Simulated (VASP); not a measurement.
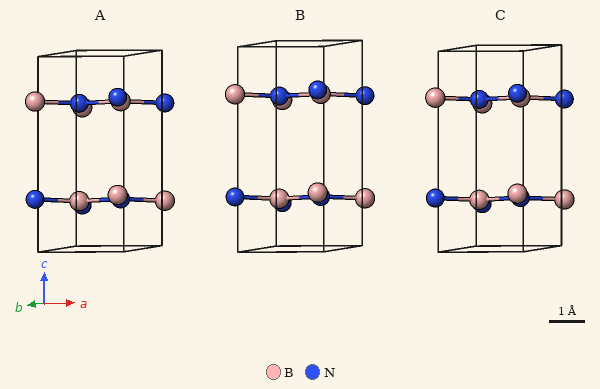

3 geometries from one relaxation of solid BN (set up in P6_3/mmc), in shuffled order. Style: ball-and-stick. Shown: the cell of the calculation, from a free direction.

The run lets cell and atoms move.

These are results of Kohn-Sham DFT of a periodic cell, PBE with D3(BJ), VASP PAW PBE potentials, recommended in VASP 6.6.1, not measurements. (plane-wave cutoff 350 eV; k-point mesh 15 × 15 × 6; occupations gaussian; smearing width 0.02 eV; no spin polarisation)

### Put them in the order of the run, from the start to the converged end.

B, C, A. They are steps 0, 2, 7, at +10.8 meV per atom, +4.9 meV per atom relative to the last. No atom moves by more than 0.005 Å relative to the cell. The drawn cell changes as follows: a = b 2.489 → 2.487 Å (−0.1 %), c 5.974 → 5.691 Å (−4.7 %); the volume changes by −4.9 %. The space group stays P6_3/mmc (No. 194). After 7 geometry steps the energy has fallen by 10.8 meV per atom. All forces vanish by symmetry, so only the cell relaxes. Pressure: −4.75 GPa at the start and 0.03 GPa at the end.
